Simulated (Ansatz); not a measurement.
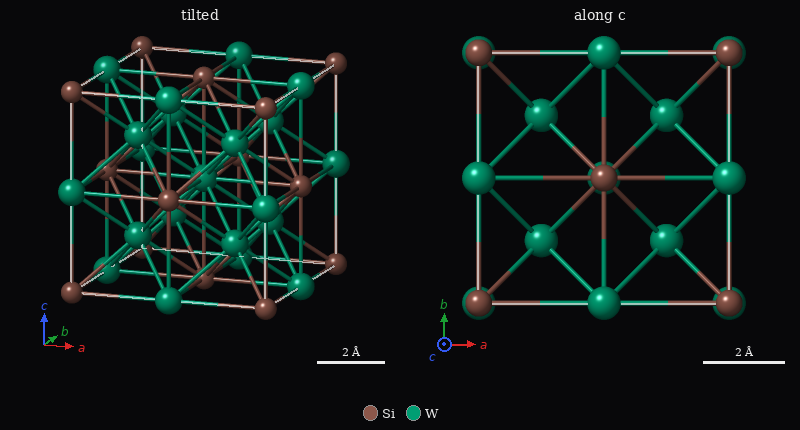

We look at a ball-and-stick model of the crystal slightly off an axis and along the c axis. Atoms at the boundary of the conventional unit cell (the box) are drawn once for each face, edge or corner they touch. Cell: a = 6.24 Å, b = 6.24 Å, c = 6.24 Å, α = 90.00°, β = 90.00°, γ = 90.00°.

Source of the structure: a structure type filled with these elements by a generator (whether the compound takes this form wasn't checked). Earlier steps of the study may have refined or changed the cell and positions. It was the input of a calculation with Ansatz.

### What is this?

Chemical formula SiW₃. It is face-centred cubic, space group Fm-3m (No. 225). The prototype is D0₃ (BiF₃ or Fe₃Al type). In the cell are 4 Si, 12 W, which makes 4 formula units. Si is coordinated by 14 W at about 2.7 to 3.1 Å. W takes two kinds of site: 8c with four Si and four W in a cubic arrangement (about 2.7 Å to Si, 2.7 Å to W); 4b with eight W and six Si (about 2.7 Å to W, 3.1 Å to Si). Not all metal-metal contacts are counted. The bonds build a three-dimensional framework.

Computational set-up: Ansatz, DFT PBE, scalar-relativistic, plane waves, PAW, plane waves up to 420 eV, k-points about 0.12 Å⁻¹ apart, Gaussian smearing of 0.1 eV, no spin polarisation.

### Metal or not?

A metal: bands cross the Fermi level.

### What net charge does each kind of atom have (Bader)?

Si -0.17 e; W +0.06 e.

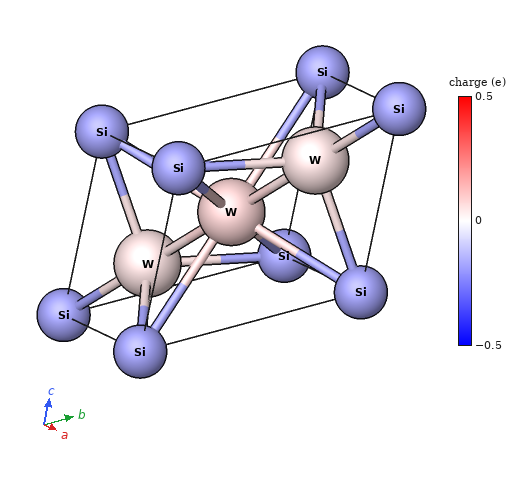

The atoms coloured by those charges. The run's cell of 4 atoms is drawn, so axes and origin can differ from the first picture.

### Is the structure relaxed at this level of theory?

Yes. All forces vanish to within 0.01 eV/Å. The pressure is 0.0 GPa, close to zero.
